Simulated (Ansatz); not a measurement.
# MgO (Periclase): given cell or relaxed cell?

Aim: gaps of MgO (Periclase) at the database cell and after a full relaxation.

Method: PBE, HSE06 and G0W0, plane waves, PAW, in Ansatz 0.2.0.

The database entry behind the starting cell differs from later determinations by our own check (about 0.1 % long), so it need not match the best structure at ambient conditions.

### Step 1. The structure

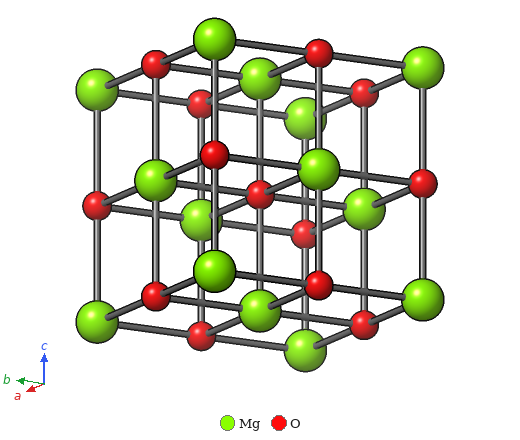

The cell as given, from a free direction (magnesium green, oxygen red). This picture shows the conventional cell, with its axes. Some periodic images of atoms are drawn too.

The cell and positions come from the Crystallography Open Database and are kept as given unless a step says otherwise. The default PAW set here is soft_2. Its files were made with PBE.

### Step 2. PBE bands at the given cell

The cheap functional maps the bands first; the places of the edges decide which points the dearer methods must see.

This step: DFT, PBE, plane waves, PAW.

input.yaml

```yaml
crystal:
  lattice:
    - [0.0, 2.1085, 2.1085]
    - [2.1085, 0.0, 2.1085]
    - [2.1085, 2.1085, 0.0]
  atoms:
    - { symbol: Mg, position: [0.0, 0.0, 0.0] }
    - { symbol: O, position: [0.5, 0.5, 0.5] }
kpoints:
  mp_grid: { grid: [10, 10, 10] }
  band_path:
    path:
      - [[0.0, 0.0, 0.0], [0.5, 0.0, 0.5], [0.625, 0.25, 0.625]]
      - [[0.375, 0.375, 0.75], [0.0, 0.0, 0.0], [0.5, 0.5, 0.5], [0.5, 0.25, 0.75], [0.5, 0.0, 0.5]]
    npoints: 10
hamiltonian:
  xc: pbe
scf:
  occupations: { method: fermi_dirac, width: 0.02 }
  n_extra_bands: 4
output:
  eigenvalues: true
  write_density: true
  write_potential: true
  elf: true
  volumetric_format: npy
```

Started as:

```bash
ansatz run input.yaml --threads 3 --pin off --max-ram 92160MiB --backend cuda --events-out ev --progress --plain --runs-dir out --devices 1 --max-vram 13GiB  # rebuilt from the run's record
```

Numbers of over 12 decimals in the logs are rounded to 6 here.

What it wrote:

```text
scf.n_extra_bands = 4 over 8 filled bands (N_el = 16.0): the run solves 12 bands
GPUs: using 1 of 1 available (devices: 1).
Engine: ansatz 0.2.0, x86_64-unknown-linux-gnu
Pseudopotentials: kind: paw
Pseudopotential: Mg, paw, valence charge 10, recommended cutoff 420 eV (normal), Mg.paw.azcp
Pseudopotential: O, paw, valence charge 6, recommended cutoff 420 eV (normal), O.paw.azcp
Functional definition: PBE
  parameter kappa = 0.804
  parameter beta = 0.066725
  exchange = pbe_x(kappa = kappa, mu = beta*pi^2/3)
  correlation = pbe_c(beta = beta)
device memory: the entry about to start is reckoned to put 1.0 GiB on a device that reports 40.7 GiB free (of which the cap on the GPU budget leaves the run 13.0 GiB)
GPU FFT provider: cuFFT
GPU libraries: cuBLAS 13.8.2, cuFFT 12.4.0, cuSOLVER 12.3.4
Crystal: 2 atoms, lattice volume = 18.748 Å³
Basis set: ecut = 420 eV, 339 PW (Γ)
Bands: 12, of which v1, the nominal top of the filled ones, is band 8 counted from 1 (7 counted from 0)
Symmetry: 48 space group operations
Space group: Fm-3m (ITA 225), of the structure as read, at distance tolerance 2.7e-5 Å
k-points: 47 of 1000
Non-local potential: Mg, projectors of the file, l = 0: 3, l = 1: 2, l = 2: 1
Non-local potential: O, projectors of the file, l = 0: 2, l = 1: 2, l = 2: 1
PAW form: soft (Blöchl's): semilocal exchange-correlation on the pseudo side does not see the compensation charge
PAW one-centre angular grid: Mg, 110 points (default); XC on 64 Gauss nodes
PAW one-centre angular grid: O, 110 points (default); XC on 64 Gauss nodes
Initial density: superposition of atomic densities (neutral atoms: chi_scale 0, normalization atom), corrected by the library's trained network
Initial wavefunctions: pseudopotential atomic-orbital guess
GPU buffer pool allocated for 8000 grid points (all kernels)
GPU transforms: local potential and band sums: pruned to the plane-wave sphere, on 20×20×20
Functional: x = pbe(κ = 0.804, μ = 0.219515), c = pbe(β = 0.066725)
SCF iter   1: F=—  HF=-2494.131886 eV  |F-HF|=—  |Δ(HF+E_count)|=         —  Δρ=5.65e-4  dr2=7.69e-6  ethr=1.77e-3  ⟨swp⟩=5.9  Hψ=3320  notcnv=0
preconditioner: auto → none  [insulator: Δε(μ)=4.708 eV  Ē_g=18.500 eV  σ=0.020 eV  W_gap=1.00  n_scr=8 (ndim 8)  ℏωp=24.3 eV  f_vac=0.000  D(μ)=0.00/eV (n_scr^D=0)  ε∞_Penn≈2.7]
SCF iter   2: F=—  HF=-2494.132766 eV  |F-HF|=—  |Δ(HF+E_count)|=   8.80e-4  Δρ=3.67e-4  dr2=8.95e-6  ethr=4.80e-8  ⟨swp⟩=3.5  Hψ=1704  notcnv=0
SCF iter   3: F=—  HF=-2494.132787 eV  |F-HF|=—  |Δ(HF+E_count)|=   2.04e-5  Δρ=2.11e-4  dr2=2.42e-6  ethr=4.80e-8  ⟨swp⟩=2.0  Hψ=898  notcnv=0
iter 4 did not close the SCF: its close was put off for the readings that it lacked (scf_convergence_deferred on its scf_iter line)
SCF iter   4: F=-2494.132804 eV  HF=-2494.132804 eV  |F-HF|=3.60e-8  |Δ(HF+E_count)|=   1.71e-5  Δρ=2.90e-5  dr2=6.06e-8  ethr=1.51e-8  ⟨swp⟩=2.0  Hψ=893  notcnv=0
iter 5 did not close the SCF: its close was put off for the readings that it lacked (scf_convergence_deferred on its scf_iter line)
SCF iter   5: F=-2494.132804 eV  HF=-2494.132804 eV  |F-HF|=8.17e-9  |Δ(HF+E_count)|=  1.60e-10  Δρ=8.17e-6  dr2=5.55e-9  ethr=3.79e-10  ⟨swp⟩=2.0  Hψ=929  notcnv=0
SCF iter   6: F=-2494.132804 eV  HF=-2494.132804 eV  |F-HF|=1.25e-9  |Δ(HF+E_count)|=   3.52e-9  Δρ=3.12e-6  dr2=9.10e-10  ethr=3.47e-11  ⟨swp⟩=1.0  Hψ=1683  notcnv=0
SCF 1 converged in 6 iterations: F = -2494.132804 eV  dr2 = 9.10e-10
[...]
device memory: the entry about to start is reckoned to put 0.6 GiB on a device that reports 40.6 GiB free (of which the cap on the GPU budget leaves the run 13.0 GiB)
NSCF: frozen V_eff on 62 k-points, pencils in batches of 32, up to order 56
SCF converged after 6 iterations
Free energy (F): -2494.132804 eV
Harris-Foulkes:  -2494.132804 eV  (|F-HF|=1.25e-9)
Internal energy: -2494.132804 eV  (E = F + TS)
E sigma→0 (E₀):  -2494.132804 eV
Fermi energy:    10.458741 eV
--- Per-component energies (eV) ---
  E_band       = -293.270630
  E_kinetic    = 255.748200
  E_local      = -1604.634216  (includes V_loc(G=0)·N_el)
  E_nonlocal   = 142.807615
  E_hartree    = 555.153721
  E_xc         = -105.259818
  E_vxc        = -134.890109  (∫ρ·V_xc dr)
  E_paw        = -450.093950  (= ΣΔE_a)
  E_vpaw       = -62.611192  (= ΣTr[D̂ρ^β])
  E_aug_tail   = 0.002520  (compensation charges beyond the density's cutoff)
  E_ewald      = -1287.856876
  E_smearing   = -0.000000  (= −TS)
  E_closure    = 0.000000  (closes the sum)
  Σ components = -2494.132804   (vs F -2494.132804, Δ=0.00e0)
--- Band table (eV; the first three rows and the last of 47) ---
  k-point 0: bands = [... 4 lower, -9.1430, 8.0913, 8.0913, 8.0913, 12.8005, 23.8928, 23.8928, 23.8928]
  k-point 1: bands = [... 4 lower, -9.0346, 7.4422, 8.0243, 8.0243, 13.4282, 22.6385, 24.1302, 24.1302]
  k-point 2: bands = [... 4 lower, -8.7371, 6.1283, 7.8551, 7.8551, 14.6247, 21.1233, 24.6096, 24.6096]
  k-point 46: bands = [... 4 lower, -7.5584, 4.7914, 5.5906, 6.3718, 19.0942, 19.9089, 20.2628, 23.9923]
```

The job ended after 5 s (1 × NVIDIA H100 80GB HBM3 (shared by 6 runs) with 3 threads of AMD EPYC 7R13 (Zen 3), shared host; peak memory 0.87 GiB; 4.1 s of CPU time).

The column dr2 measures how far the density is from self-consistency, as an energy; F and HF (Harris–Foulkes) agree once it is small.

This step gave:

- filled bands: 8
- gap: 4.709 eV
- valence top at: Γ
- conduction bottom at: Γ
- least direct gap: 4.709 eV

The gap is direct, at Γ.

### Step 3. The relaxed cell

Cell and ions were relaxed with PBE; that run is not shown. It left this cell:

Symmetry: Fm-3m, No. 225, cubic system. The conventional cell has a = 4.254 Å, b = 4.254 Å, c = 4.254 Å, α = 90.00°, β = 90.00°, γ = 90.00°. Nearest to Mg lie 6 O at 2.13 Å. Nearest to O lie 6 Mg at 2.13 Å. Farther neighbours and most contacts between anions are not listed.

### Step 4. PBE at the relaxed cell

The cell differs from the one that the last finished run ended in (a 2.982 → 3.008 Å, b 2.982 → 3.008 Å, c 2.982 → 3.008 Å).

input.yaml, the sections that differ from step 2:

```yaml
crystal:
  lattice:
    - [0.0, 2.1268563025, 2.1268563025]
    - [2.1268563025, 0.0, 2.1268563025]
    - [2.1268563025, 2.1268563025, 0.0]
  atoms:
    - { symbol: Mg, position: [0.0, 0.0, 0.0] }
    - { symbol: O, position: [0.5, 0.5, 0.5] }
output:
  eigenvalues: true
# kpoints, hamiltonian, scf: as in step 2
```

What it wrote:

```text
[...]
GPUs: using 1 of 1 available (devices: 1).
[...]
GPU FFT provider: cuFFT
GPU libraries: cuBLAS 13.8.2, cuFFT 12.4.0, cuSOLVER 12.3.4
Crystal: 2 atoms, lattice volume = 19.242 Å³
Basis set: ecut = 420 eV, 339 PW (Γ)
Bands: 12, of which v1, the nominal top of the filled ones, is band 8 counted from 1 (7 counted from 0)
[... 1 set-up line as in the run before ...]
[...]
k-points: 47 of 1000
[...]
Fermi energy:    10.018217 eV
[...]
--- Band table (eV; the first three rows and the last of 47) ---
  k-point 0: bands = [... 4 lower, -9.3309, 7.7745, 7.7745, 7.7745, 12.2358, 23.4252, 23.4252, 23.4252]
  k-point 1: bands = [... 4 lower, -9.2276, 7.1291, 7.7100, 7.7100, 12.8664, 22.1789, 23.6529, 23.6529]
  k-point 2: bands = [... 4 lower, -8.9443, 5.8411, 7.5482, 7.5482, 14.0651, 20.6572, 24.0998, 24.0998]
  k-point 46: bands = [... 4 lower, -7.8238, 4.5620, 5.3421, 6.0995, 18.6394, 19.2850, 19.7328, 23.3272]
[key lines of the parts left out:]
SCF converged after 6 iterations
Free energy (F): -2494.138995 eV
```

Wall time 3.8 s (1 × NVIDIA H100 80GB HBM3 (shared by 6 runs) with 3 threads); peak memory 0.87 GiB.

Numbers from this step:

| Quantity | Value |
| --- | --- |
| gap | 4.461 eV |
| valence top at | Γ |
| conduction bottom at | Γ |
| least direct gap | 4.461 eV |

The gap is direct, at Γ.

### Step 5. HSE06 at the relaxed cell

HSE06 mixes in a quarter of exact exchange at short range. Exchange couples all pairs of k points, which makes a full band path dear, so levels are read on the mesh and at chosen points.

This step: DFT, HSE06, plane waves, PAW.

input.yaml, the sections that differ from step 4:

```yaml
kpoints:
  mp_grid: { grid: [6, 6, 6] }
  band_path:
    path:
      - [0.0, 0.0, 0.0]
      - [0.5, 0.0, 0.5]
      - [0.625, 0.25, 0.625]
      - [0.375, 0.375, 0.75]
      - [0.5, 0.5, 0.5]
      - [0.5, 0.25, 0.75]
    npoints: 1
hamiltonian:
  xc: hse06
scf:
  occupations: { method: fixed }
  n_extra_bands: 4
# crystal, output: as in step 4
```

What it wrote:

```text
[...]
GPUs: using 1 of 1 available (devices: 1).
[...]
davidson cushion auto → on  (no smearing: the cushion is to keep the highest requested band from converging to the state above it; pin scf.eigensolver.cushion to override)
[...]
GPU FFT provider: cuFFT
GPU libraries: cuBLAS 13.8.2, cuFFT 12.4.0, cuSOLVER 12.3.4
Crystal: 2 atoms, lattice volume = 19.242 Å³
Basis set: ecut = 420 eV, 339 PW (Γ)
[...]
E sigma→0 (E₀):  -2494.335747 eV
Fermi energy:    6.533986 eV
[...]
--- Band table (eV; the first three rows and the last of 16) ---
  k-point 0: bands = [... 4 lower, -12.1291, 6.5340, 6.5340, 6.5340, 12.7076, 24.1259, 24.1259, 24.1259]
  k-point 1: bands = [... 4 lower, -11.8387, 5.0026, 6.3535, 6.3535, 14.1703, 21.7690, 24.7037, 24.7037]
  k-point 2: bands = [... 4 lower, -11.1928, 2.7424, 6.0158, 6.0158, 15.7882, 20.6904, 24.8847, 24.8847]
  k-point 15: bands = [... 4 lower, -10.5556, 2.8587, 4.2194, 4.8015, 18.8222, 19.6298, 20.8873, 24.8598]
[key lines of the parts left out:]
Free energy (F): -2494.335747 eV
```

Wall time 7.2 s (1 × NVIDIA H100 80GB HBM3 (shared by 6 runs) with 3 threads); peak memory 1 GiB; 9.7 s of CPU time.

This step gave:

```
gap                  : 6.174 eV
valence top at       : Γ
conduction bottom at : Γ
least direct gap     : 6.174 eV
```

The gap stands +1.71 eV against PBE.

### Step 6. G0W0 at the relaxed cell

G0W0 replaces the xc potential by the self-energy, built once from these orbitals. Only a window of levels is corrected, while the sums run over the empty bands that the input names.

This step: G0W0 on PBE, plane waves, PAW.

input.yaml

```yaml
crystal:
  lattice:
    - [0.0, 2.1268563025, 2.1268563025]
    - [2.1268563025, 0.0, 2.1268563025]
    - [2.1268563025, 2.1268563025, 0.0]
  atoms:
    - { symbol: Mg, position: [0.0, 0.0, 0.0] }
    - { symbol: O, position: [0.5, 0.5, 0.5] }
kpoints:
  mp_grid: { grid: [6, 6, 6] }
hamiltonian:
  xc: pbe
scf:
  occupations: { method: fixed }
gw:
  n_empty_bands: 57
  ecut_chi: 120
  qp_bands: [v2, c2]
  qp_kpoints: band_edges
  screening: { model: contour_deformation }
```

What it wrote:

```text
GPUs: using 1 of 1 available (devices: 1).
[...]
GPU FFT provider: cuFFT
GPU libraries: cuBLAS 13.8.2, cuFFT 12.4.0, cuSOLVER 12.3.4
Crystal: 2 atoms, lattice volume = 19.242 Å³
Basis set: ecut = 420 eV, 339 PW (Γ)
Bands: 12, of which v1, the nominal top of the filled ones, is band 8 counted from 1 (7 counted from 0)
[... 1 set-up line as in the run before ...]
[...]
k-points: 16 of 216
[...]
1    10     21.0964    -4.4720    -4.7531   -10.2623  0.8270    22.1440    22.1336  root
[...]
12     7      6.4752   -25.3581     4.5238   -19.4014  0.7822     5.0188     5.0424  root
    12     8      6.4752   -25.3581     4.5238   -19.4014  0.7822     5.0188     5.0424  root
    12     9     16.8817    -3.7915    -4.1701    -8.7586  0.8541    17.6833    17.6787  root
    12    10     17.4498    -7.1470    -4.4139   -12.8021  0.8505    18.7028    18.6909  root
[key lines of the parts left out:]
SCF converged after 6 iterations
Free energy (F): -2494.138503 eV
Fermi energy:    7.775273 eV
```

Run time: 5.8 s. Hardware: 1 × NVIDIA H100 80GB HBM3 (shared by 6 runs) with 3 threads; peak memory 0.97 GiB; 8.7 s of CPU time.

Numbers from this step:

```
bands summed                                 : 65
RPA ε∞ on this mesh (eigenvalues)            : 3.101, 3.101, 3.101
plane waves in the screening matrix          : 59
G0W0 gap on the mesh                         : 6.704 eV
k of the valence top                         : 0, 0, 0
k of the conduction bottom                   : 0, 0, 0
starting gap on the mesh                     : 4.461 eV
least direct G0W0 gap on the computed points : 6.704 eV
```

The gap on the mesh goes from 4.46 eV to 6.70 eV, a correction of +2.24 eV. Between the two edge states, bare exchange in place of the xc potential would open the gap by 10.15 eV, and correlation takes back 7.90 eV.

### Step 7. G0W0 at the given cell

input.yaml, the sections that differ from step 6:

```yaml
crystal:
  lattice:
    - [0.0, 2.1085, 2.1085]
    - [2.1085, 0.0, 2.1085]
    - [2.1085, 2.1085, 0.0]
  atoms:
    - { symbol: Mg, position: [0.0, 0.0, 0.0] }
    - { symbol: O, position: [0.5, 0.5, 0.5] }
gw:
  n_empty_bands: 55
  ecut_chi: 120
  qp_bands: [v2, c2]
  qp_kpoints: band_edges
  screening: { model: contour_deformation }
# kpoints, hamiltonian, scf: as in step 6
```

What it wrote:

```text
GPUs: using 1 of 1 available (devices: 1).
[...]
GPU FFT provider: cuFFT
GPU libraries: cuBLAS 13.8.2, cuFFT 12.4.0, cuSOLVER 12.3.4
Crystal: 2 atoms, lattice volume = 18.748 Å³
Basis set: ecut = 420 eV, 339 PW (Γ)
Bands: 12, of which v1, the nominal top of the filled ones, is band 8 counted from 1 (7 counted from 0)
[... 1 set-up line as in the run before ...]
[...]
k-points: 16 of 216
[...]
1    10     21.5566    -4.5360    -4.7578   -10.3646  0.8310    22.6394    22.6274  root
[...]
12     7      6.7586   -25.4740     4.5270   -19.4822  0.7862     5.2705     5.2938  root
    12     8      6.7586   -25.4740     4.5270   -19.4822  0.7862     5.2705     5.2938  root
    12     9     17.2342    -3.8722    -4.1717    -8.8663  0.8567    18.0613    18.0567  root
    12    10     18.0452    -7.2596    -4.4345   -12.9721  0.8529    19.3350    19.3232  root
[key lines of the parts left out:]
SCF converged after 6 iterations
Free energy (F): -2494.132437 eV
Fermi energy:    8.092087 eV
```

Run time: 8.1 s. Hardware: 1 × NVIDIA H100 80GB HBM3 (shared by 6 runs) with 3 threads; peak memory 0.96 GiB.

This step gave:

| Quantity | Value |
| --- | --- |
| bands summed | 63 |
| RPA ε∞ on this mesh (eigenvalues) | 3.068, 3.068, 3.068 |
| plane waves in the screening matrix | 59 |
| G0W0 gap on the mesh | 7.016 eV |
| k of the valence top | 0, 0, 0 |
| k of the conduction bottom | 0, 0, 0 |
| starting gap on the mesh | 4.709 eV |
| least direct G0W0 gap on the computed points | 7.016 eV |

The gap on the mesh goes from 4.71 eV to 7.02 eV, a correction of +2.31 eV. Between the two edge states, bare exchange in place of the xc potential would open the gap by 10.26 eV, and correlation takes back 7.95 eV.

### Step 8. Together

G0W0 rows are gaps on the mesh, lowered by the amount that the mesh misses the start's edges, a rough step that assumes the same correction there.

| level | given cell (eV) | relaxed cell (eV) | change (eV) |
| --- | --- | --- | --- |
| PBE | 4.71 | 4.46 | −0.25 |
| HSE06 | - | 6.17 | - |
| G0W0@PBE | 7.02 | 6.70 | −0.31 |

### Step 9. Outcome

```json
{
 "volume change": "+2.6 %",
 "PBE, given cell": "4.71 eV",
 "PBE, relaxed cell": "4.46 eV",
 "HSE06, relaxed cell": "6.17 eV",
 "G0W0@PBE, relaxed cell": "6.70 eV",
 "G0W0@PBE, given cell": "7.02 eV",
 "known limits": "not at the basis limit"
}
```

**Reading.** Relaxation changes the volume by +2.6 % and the gap by −0.25 eV (PBE) and −0.31 eV (G0W0@PBE). Bands and cutoff are finite, so the gap is not at the basis limit. The miss can reach some tenths of an eV and take either sign; the mesh is an error of its own.

[Paths, hosts, dates, memory and timing lines, banners, echoed tables and standing remarks are left out of the program output.]

[Logs are printed without paths, hosts, clocks, repeated set-up lines and the standing remarks that a program may print on its own settings, such as how far it seeks lower states.]

[Runs of the session that timed out or met a known fault of the program may be left out.]

[Cells called generated may have been cut or substituted from an entry of the Crystallography Open Database or the Materials Project.]

[Hosts, paths, dates, database ids (printed as entryN), source tags and the programs' standing remarks are cut or masked in the printed files.]
